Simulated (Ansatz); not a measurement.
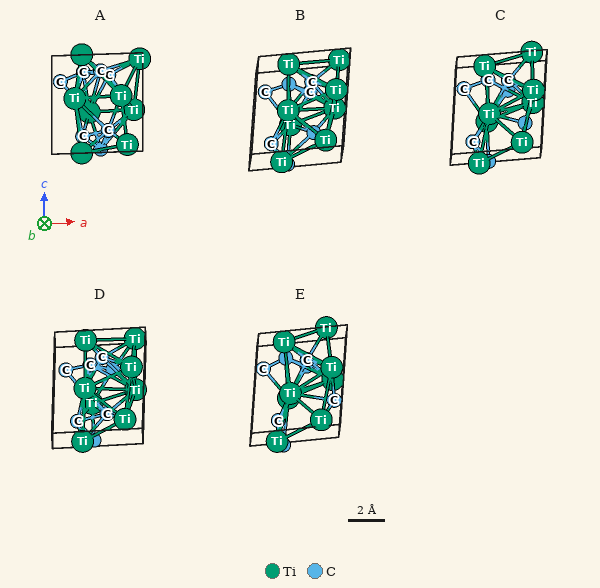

5 geometries from one relaxation of an amorphous cell of composition TiC (coarse preliminary run), in shuffled order. A ball-and-stick model of the cell of the calculation, reduced to other axes, seen along the b axis. Lengths and directions refer to the drawn axes.

Case: atoms packed at random at 1.00 times the crystal's volume.

All numbers below come from DFT PBE, scalar-relativistic, plane waves, PAW in Ansatz. Set-up: plane-wave cutoff 420 eV; k-point mesh 3 × 3 × 3; occupations gaussian; smearing width 0.1 eV; no spin polarisation; cell and atoms relaxed; force threshold 0.04 eV/Å; at most 70 steps.

> Put them in the order of the run, from the start to the converged end.

A, D, B, C, E. They are steps 0, 5, 13, 20, 37, at +1077 meV per atom, +368 meV per atom, +152 meV per atom, +62.6 meV per atom relative to the last. The largest move relative to the cell is that of a C atom, 1.79 Å roughly along [3 −1 1]. By element the largest moves are C 1.79 Å, Ti 1.12 Å. Cell: a 5.085 → 4.979 Å (−2.1 %), b 5.128 → 5.959 Å (+16.2 %), c 5.484 → 5.580 Å (+1.8 %), α 87.1° → 101.6°, β 87.8° → 80.6°, γ 85.7° → 88.0°. Volume +12.1 %. Some distances before and after: C–C 1.686 → 4.202 Å, Ti–Ti 4.984 → 2.742 Å, C–C 1.506 → 3.623 Å, C–Ti 2.879 → 4.560 Å. New bonds form: C–Ti (3.19 → 2.36 Å), C–Ti (3.39 → 2.32 Å), Ti–Ti (3.67 → 3.05 Å), Ti–Ti (3.78 → 3.01 Å). Bonds break: C–C (1.49 → 2.46 Å), C–C (1.51 → 2.50 Å), C–C (1.51 → 3.62 Å), C–Ti (2.33 → 3.66 Å). Among the angles between lasting bonds that change: Ti–C–Ti 176.2° → 72.4°, Ti–C–C 73.1° → 147.1°, C–C–C 59.3° → 115.2°. The energy falls by 1077 meV per atom in 32 accepted moves (37 points after the start). Largest force component: 5.2 eV/Å at the start, 0.037 eV/Å at the end. The pressure goes from 15.19 to −0.03 GPa. The line search rejected the trial steps at points 10, 32, 35 of the run. The SCF was repeated twice at an unchanged geometry on a basis and grid sized afresh for the cell, which shifted the energy by 28.2 meV per atom at most. The run took 3.2 min on 2 threads of Intel(R) Xeon(R) 6975P-C (Granite Rapids), on a shared host, peak memory 0.53 GiB.

Limits of the set-up: the k-point mesh is coarse for a cell with partly filled bands; the periodic images lie only 5.1 Å apart, so the values are limited by the cell's size.
